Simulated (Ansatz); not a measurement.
Run report: Sn₃₂HO₃₁, geometry relaxation (part 2 of 3)

Sn₃₂HO₃₁ (defect cell, 64 atoms in the cell); DFT PBE, scalar-relativistic, plane waves, PAW, spin-polarised (Ansatz 0.2.0); cutoff 420 eV, 1×1×1 k-mesh, Gaussian smearing of 0.05 eV, collinear spins. The structure derives from an entry of the Crystallography Open Database.

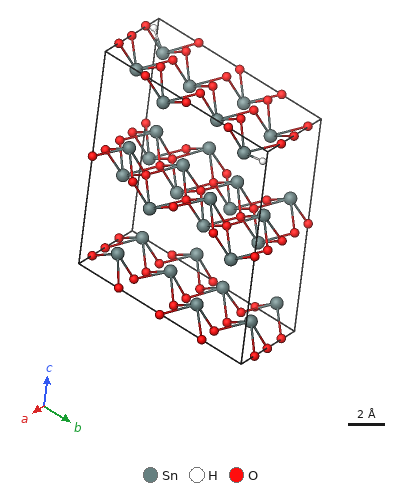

**Figure 1.** The geometry at step 5 of the log (ball-and-stick view of the cell of the calculation, seen slightly off an axis; bonded neighbours outside the cell are drawn too).

## The program's output, continued
```
relax step   1: F+E_penalty+E_count = -210380.22574094 eV  Δ(F+E_penalty+E_count) = +0.000e0 eV  max|allowed force component| = 8.617e-1 eV/Å  Δτ_max = 0.0000 Å  (14 SCF iters, dr2 threshold 6.25e-5 eV, accepted)
Initial density: handed on by an earlier stage of this run
Starting moments: Σ|m| = 2.5 μB on 5 of 64 sites; this step starts from the density that it was given
Initial wavefunctions: those handed on with the density
iter 1 solved again at ethr=1.56e-4 eV; its pass at ethr=3.10e-3 eV (dr2=9.89e-1 eV) is discarded
SCF iter   1: F=—  HF=-210380.864930 eV  |F-HF|=—  |Δ(HF+E_count)|=         —  Δρ=6.33e-3 (↑4.94e-3 ↓6.33e-3)  dr2=9.92e-1  dr2_m=6.45e-2  M=0.050 μB ∫|m|=0.337 μB  β_m=0.30  ethr=1.56e-4  ⟨swp⟩=1.0  Hψ=2618  notcnv=0  defer=112
preconditioner: auto → Resta (q_TF=auto, 2.483 Å⁻¹)  ε∞=3.4  [insulator: Δε(μ)=0.109 eV  Ē_g=18.032 eV  σ=0.050 eV  W_gap=0.51  n_scr=290 (ndim 8)  ℏωp=28.0 eV  f_vac=0.016  D(μ)=27.18/eV (n_scr^D=170)  ε∞_Penn≈3.4]
spin=Collinear: Resta preconditioning applied to the charge; magnetization (m = ρ↑ − ρ↓) channel mixes plain (no charge-response kernel on spin).
SCF iter   2: F=—  HF=-210380.705636 eV  |F-HF|=—  |Δ(HF+E_count)|=   1.59e-1  Δρ=3.80e-3 (↑2.80e-3 ↓3.80e-3)  dr2=2.64e-1  dr2_m=3.28e-2  M=0.026 μB ∫|m|=0.266 μB  β_m=0.44  ethr=1.56e-4  ⟨swp⟩=2.0  Hψ=1258  notcnv=0  defer=112
SCF iter   3: F=—  HF=-210380.669785 eV  |F-HF|=—  |Δ(HF+E_count)|=   3.59e-2  Δρ=1.53e-3 (↑1.32e-3 ↓1.53e-3)  dr2=4.61e-2  dr2_m=5.63e-3  M=-0.008 μB ∫|m|=0.152 μB  β_m=0.50  ethr=4.16e-5  ⟨swp⟩=2.5  Hψ=1307  notcnv=0  defer=112
SCF iter   4: F=—  HF=-210380.670776 eV  |F-HF|=—  |Δ(HF+E_count)|=   9.90e-4  Δρ=3.96e-4 (↑3.85e-4 ↓3.96e-4)  dr2=6.55e-3  dr2_m=3.05e-4  M=-0.025 μB ∫|m|=0.077 μB  β_m=0.60  ethr=7.25e-6  ⟨swp⟩=2.0  Hψ=1367  notcnv=0  defer=112
SCF iter   5: F=—  HF=-210380.671714 eV  |F-HF|=—  |Δ(HF+E_count)|=   9.39e-4  Δρ=2.22e-4 (↑2.22e-4 ↓2.20e-4)  dr2=2.09e-3  dr2_m=2.20e-5  M=-0.025 μB ∫|m|=0.038 μB  β_m=0.55  ethr=1.03e-6  ⟨swp⟩=2.0  Hψ=1232  notcnv=0  defer=112
SCF iter   6: F=—  HF=-210380.671585 eV  |F-HF|=—  |Δ(HF+E_count)|=   1.30e-4  Δρ=7.88e-5 (↑6.84e-5 ↓7.88e-5)  dr2=1.87e-4  dr2_m=1.70e-5  M=-0.024 μB ∫|m|=0.029 μB  β_m=0.66  ethr=3.29e-7  ⟨swp⟩=2.0  Hψ=966  notcnv=0  defer=112
iter 7 did not close the SCF: its close was put off for a magnetic moment that had not settled (scf_convergence_deferred on its scf_iter line)
SCF iter   7: F=-210380.671686 eV  HF=-210380.671674 eV  |F-HF|=1.11e-5  |Δ(HF+E_count)|=   8.99e-5  Δρ=2.82e-5 (↑2.82e-5 ↓2.40e-5)  dr2=2.35e-5  dr2_m=2.40e-6  M=-0.021 μB ∫|m|=0.022 μB  β_m=0.74  ethr=7.31e-9  ⟨swp⟩=2.0  Hψ=2654  notcnv=0
iter 8 did not close the SCF: its close was put off for a magnetic moment that had not settled (scf_convergence_deferred on its scf_iter line)
SCF iter   8: F=-210380.671688 eV  HF=-210380.671695 eV  |F-HF|=7.08e-6  |Δ(HF+E_count)|=   2.11e-5  Δρ=1.78e-5 (↑1.72e-5 ↓1.78e-5)  dr2=1.26e-5  dr2_m=3.98e-7  M=-0.020 μB ∫|m|=0.021 μB  β_m=0.68  ethr=3.70e-9  ⟨swp⟩=1.5  Hψ=1989  notcnv=0
SCF iter   9: F=-210380.671697 eV  HF=-210380.671697 eV  |F-HF|=1.68e-7  |Δ(HF+E_count)|=   1.21e-6  Δρ=7.56e-6 (↑7.56e-6 ↓6.61e-6)  dr2=1.45e-6  dr2_m=1.85e-7  M=-0.021 μB ∫|m|=0.022 μB  ethr=1.98e-9  ⟨swp⟩=1.0  Hψ=1744  notcnv=0
WARN: the starting moments were not kept: the SCF closed with an absolute magnetisation of 2.1e-2 μB, where they sum to 2.5 μB in size (5 sites). That is at most 0.1 of that sum. Measured as dr2_m measures the in/out step, that magnetisation stands 3.4e-6 eV from none, at or under the dr2_threshold of 4.6e-5 eV: it is no larger than a step whose dr2_m would equal this threshold. The system may hold no moment; this SCF shows only that its start led to no more than that. This SCF took its magnetisation from the state that an earlier stage of the run handed on, and the starting moments (crystal.atoms[].spin, magnetization.per_species, magnetization.initial_magnetization, or on a non-collinear deck that types none of these the spinor_matrix: blocks that start its atoms; where the total moment is fixed, keep their sum and leave initial_magnetization as it is) reach it only through that state. Under a hybrid functional, moments that its semilocal warm-up loses can be held through it (magnetization.spin_locking: {lock_spins: true, release_at_the_exchange_loop: true}, refused in a deck that types no crystal.atoms[].spin or magnetization.per_species, and beside md: or magnetic_configurations:, beside output.atomic_orbital_hamiltonian at one k-point under exchange of full range, and beside output.current_voltage). To try another start, change the starting moments or, where the run itself opened from a saved state (the deck's checkpoint.read, a session's seed or a resume), run it without that state.
SCF 2 converged in 9 iterations: F = -210380.671697 eV  dr2 = 1.45e-6
  greatest PAW one-centre occupation: 0.993 electrons in one spin orbital (limit 2), on the Sn atom at site 21 (counted from 0), in its partial waves of l = 2
relax step   2: F+E_penalty+E_count = -210380.67169687 eV  Δ(F+E_penalty+E_count) = -4.460e-1 eV  max|allowed force component| = 5.446e-1 eV/Å  Δτ_max = 0.1927 Å  (9 SCF iters, dr2 threshold 4.64e-5 eV, accepted)
[... from here on the SCF iterations and repeated set-up lines of each step are left out, up to the last step ...]
SCF 3 converged in 11 iterations: F = -210380.807976 eV  dr2 = 6.60e-8
relax step   3: F+E_penalty+E_count = -210380.80797597 eV  Δ(F+E_penalty+E_count) = -1.363e-1 eV  max|allowed force component| = 1.777e-1 eV/Å  Δτ_max = 0.2000 Å  (11 SCF iters, dr2 threshold 1.85e-5 eV, accepted)
SCF 4 converged in 11 iterations: F = -210380.867496 eV  dr2 = 6.28e-9
relax step   4: F+E_penalty+E_count = -210380.86749612 eV  Δ(F+E_penalty+E_count) = -5.952e-2 eV  max|allowed force component| = 1.962e-1 eV/Å  Δτ_max = 0.1917 Å  (11 SCF iters, dr2 threshold 3.36e-6 eV, accepted)
SCF 5 converged in 15 iterations: F = -210380.926980 eV  dr2 = 7.30e-8
relax step   5: F+E_penalty+E_count = -210380.92697974 eV  Δ(F+E_penalty+E_count) = -5.948e-2 eV  max|allowed force component| = 3.428e-1 eV/Å  Δτ_max = 0.1958 Å  (15 SCF iters, dr2 threshold 4.10e-6 eV, accepted)
SCF 6 converged in 14 iterations: F = -210380.969716 eV  dr2 = 1.98e-8
relax step   6: F+E_penalty+E_count = -210380.96971569 eV  Δ(F+E_penalty+E_count) = -4.274e-2 eV  max|allowed force component| = 2.461e-1 eV/Å  Δτ_max = 0.0408 Å  (14 SCF iters, accepted)
SCF 7 converged in 16 iterations: F = -210380.981119 eV  dr2 = 1.40e-9
relax step   7: F+E_penalty+E_count = -210380.98111861 eV  Δ(F+E_penalty+E_count) = -1.140e-2 eV  max|allowed force component| = 1.029e-1 eV/Å  Δτ_max = 0.0430 Å  (16 SCF iters, accepted)
SCF 8 converged in 15 iterations: F = -210380.990664 eV  dr2 = 6.87e-9
relax step   8: F+E_penalty+E_count = -210380.99066392 eV  Δ(F+E_penalty+E_count) = -9.545e-3 eV  max|allowed force component| = 1.298e-1 eV/Å  Δτ_max = 0.0607 Å  (15 SCF iters, accepted)
SCF iter   1: F=—  HF=-210380.999650 eV  |F-HF|=—  |Δ(HF+E_count)|=         —  Δρ=1.10e-3 (↑7.41e-4 ↓1.10e-3)  dr2=2.09e-2  dr2_m=2.13e-3  M=-0.000 μB ∫|m|=0.023 μB  β_m=0.30  ethr=2.86e-5  ⟨swp⟩=4.0  Hψ=1575  notcnv=0  defer=122
preconditioner: auto → Kerker (q_TF=auto, 2.483 Å⁻¹)  [metal: Δε(μ)=0.000 eV  Ē_g=18.123 eV  σ=0.050 eV  W_gap=0.00  n_scr=290 (ndim 8)  ℏωp=28.0 eV  f_vac=0.014  D(μ)=22.57/eV (n_scr^D=128)]
spin=Collinear: Kerker preconditioning applied to the charge; magnetization (m = ρ↑ − ρ↓) channel mixes plain (no charge-response kernel on spin).
SCF iter   2: F=—  HF=-210380.998788 eV  |F-HF|=—  |Δ(HF+E_count)|=   8.61e-4  Δρ=7.95e-4 (↑5.34e-4 ↓7.95e-4)  dr2=1.18e-2  dr2_m=1.14e-3  M=-0.000 μB ∫|m|=0.019 μB  β_m=0.65  ethr=3.30e-6  ⟨swp⟩=1.5  Hψ=992  notcnv=0  defer=122
SCF iter   3: F=—  HF=-210380.998590 eV  |F-HF|=—  |Δ(HF+E_count)|=   1.98e-4  Δρ=1.14e-4 (↑9.41e-5 ↓1.14e-4)  dr2=8.98e-4  dr2_m=6.66e-6  M=-0.001 μB ∫|m|=0.004 μB  β_m=0.71  ethr=1.85e-6  ⟨swp⟩=2.0  Hψ=1280  notcnv=0  defer=122
SCF iter   4: F=—  HF=-210380.998533 eV  |F-HF|=—  |Δ(HF+E_count)|=   5.74e-5  Δρ=6.22e-5 (↑5.72e-5 ↓6.22e-5)  dr2=3.02e-4  dr2_m=1.30e-6  M=-0.001 μB ∫|m|=0.002 μB  β_m=0.75  ethr=1.41e-7  ⟨swp⟩=2.0  Hψ=926  notcnv=0  defer=122
SCF iter   5: F=—  HF=-210380.998499 eV  |F-HF|=—  |Δ(HF+E_count)|=   3.41e-5  Δρ=2.75e-5 (↑2.50e-5 ↓2.75e-5)  dr2=8.77e-5  dr2_m=4.19e-7  M=-0.001 μB ∫|m|=0.002 μB  β_m=0.78  ethr=4.75e-8  ⟨swp⟩=2.0  Hψ=926  notcnv=0  defer=122
SCF iter   6: F=—  HF=-210380.999424 eV  |F-HF|=—  |Δ(HF+E_count)|=   9.25e-4  Δρ=1.40e-5 (↑1.29e-5 ↓1.40e-5)  dr2=2.32e-5  dr2_m=7.14e-8  M=-0.002 μB ∫|m|=0.003 μB  β_m=0.86  ethr=1.38e-8  ⟨swp⟩=2.0  Hψ=888  notcnv=0  defer=122
SCF iter   7: F=—  HF=-210380.999423 eV  |F-HF|=—  |Δ(HF+E_count)|=   8.00e-7  Δρ=1.15e-5 (↑1.12e-5 ↓1.15e-5)  dr2=1.00e-5  dr2_m=1.26e-8  M=-0.003 μB ∫|m|=0.004 μB  β_m=0.78  ethr=3.66e-9  ⟨swp⟩=2.0  Hψ=936  notcnv=0  defer=122
SCF iter   8: F=—  HF=-210380.999422 eV  |F-HF|=—  |Δ(HF+E_count)|=   1.38e-6  Δρ=3.10e-6 (↑3.04e-6 ↓3.10e-6)  dr2=1.15e-6  dr2_m=1.96e-8  M=-0.005 μB ∫|m|=0.005 μB  β_m=0.89  ethr=1.58e-9  ⟨swp⟩=2.0  Hψ=920  notcnv=0  defer=122
SCF iter   9: F=—  HF=-210380.999422 eV  |F-HF|=—  |Δ(HF+E_count)|=   4.54e-7  Δρ=3.64e-6 (↑3.42e-6 ↓3.64e-6)  dr2=4.69e-7  dr2_m=4.29e-8  M=-0.008 μB ∫|m|=0.009 μB  β_m=0.81  ethr=1.81e-10  ⟨swp⟩=2.0  Hψ=956  notcnv=0  defer=122
iter 10 did not close the SCF: its close was put off for a magnetic moment that had not settled (scf_convergence_deferred on its scf_iter line)
SCF iter  10: F=-210380.999423 eV  HF=-210380.999423 eV  |F-HF|=3.49e-7  |Δ(HF+E_count)|=   3.95e-7  Δρ=3.08e-6 (↑3.08e-6 ↓2.96e-6)  dr2=9.74e-8  dr2_m=8.05e-8  M=-0.011 μB ∫|m|=0.012 μB  β_m=0.90  ethr=1.57e-11  ⟨swp⟩=3.0  Hψ=2432  notcnv=0
SCF iter  11: F=—  HF=-210380.999424 eV  |F-HF|=—  |Δ(HF+E_count)|=   1.38e-6  Δρ=4.45e-6 (↑4.39e-6 ↓4.45e-6)  dr2=1.88e-8  dr2_m=1.97e-7  M=-0.017 μB ∫|m|=0.019 μB  β_m=0.95  ethr=1.53e-11  ⟨swp⟩=2.0  Hψ=2504  notcnv=0
SCF iter  12: F=—  HF=-210380.999425 eV  |F-HF|=—  |Δ(HF+E_count)|=   7.27e-7  Δρ=5.03e-6 (↑5.03e-6 ↓5.03e-6)  dr2=1.03e-8  dr2_m=2.58e-7  M=-0.020 μB ∫|m|=0.021 μB  β_m=0.98  ethr=2.95e-12  ⟨swp⟩=4.0  Hψ=1860  notcnv=0
SCF iter  13: F=—  HF=-210380.999424 eV  |F-HF|=—  |Δ(HF+E_count)|=   9.61e-7  Δρ=4.22e-6 (↑4.22e-6 ↓4.17e-6)  dr2=1.94e-8  dr2_m=1.77e-7  M=-0.016 μB ∫|m|=0.018 μB  β_m=0.99  ethr=1.63e-12  ⟨swp⟩=4.0  Hψ=1918  notcnv=0
iter 14 did not close the SCF: its close was put off for a magnetic moment that had not settled (scf_convergence_deferred on its scf_iter line)
SCF iter  14: F=-210380.999422 eV  HF=-210380.999422 eV  |F-HF|=4.03e-8  |Δ(HF+E_count)|=   1.98e-6  Δρ=1.11e-6 (↑1.11e-6 ↓1.08e-6)  dr2=1.19e-8  dr2_m=9.70e-9  M=-0.004 μB ∫|m|=0.004 μB  β_m=0.99  ethr=1.63e-12  ⟨swp⟩=5.0  Hψ=2554  notcnv=0
SCF iter  15: F=-210380.999422 eV  HF=-210380.999422 eV  |F-HF|=5.82e-11  |Δ(HF+E_count)|=   1.10e-7  Δρ=4.20e-7 (↑3.91e-7 ↓4.20e-7)  dr2=4.81e-9  dr2_m=6.34e-10  M=-0.001 μB ∫|m|=0.001 μB  ethr=1.63e-12  ⟨swp⟩=1.0  Hψ=2310  notcnv=0
the starting moments were not kept: the SCF closed with an absolute magnetisation of 1.0e-3 μB, where they sum to 2.5 μB in size (5 sites). That is at most 0.1 of that sum. Measured as dr2_m measures the in/out step, that magnetisation stands 7.0e-9 eV from none, at or under the dr2_threshold of 1.0e-7 eV: it is no larger than a step whose dr2_m would equal this threshold.
The SCF converged. Along the directions that its mixing steps explored, a Ritz value of the dielectric operator 1 − χ₀K read negative at each of the last 4 readings (its real part and the size of its imaginary part sum to between -0.43 and -0.30).
SCF 9 converged in 15 iterations: F = -210380.999422 eV  dr2 = 4.81e-9
  greatest PAW one-centre occupation: 0.993 electrons in one spin orbital (limit 2), on the Sn atom at site 17 (counted from 0), in its partial waves of l = 2
```
